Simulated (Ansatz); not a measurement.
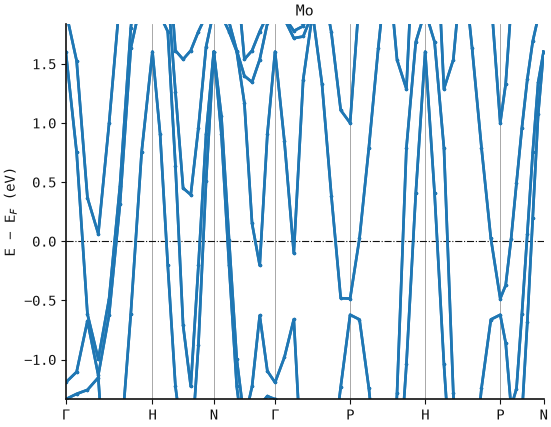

Band structure of Mo, space group Im-3m, 2 atoms in the cell. Ansatz 0.2.0; DFT with r2SCAN, PAW plane waves, spin-orbit coupling, 8×4×8 k mesh. Energies are counted from the Fermi level. The path runs straight from each named point to the next.

A metal: 6 spinor bands cross the Fermi level along this path (the two partners of a degenerate pair count as two). Bands cross the Fermi level on every line of the path.

Some starting moments didn't survive the run.
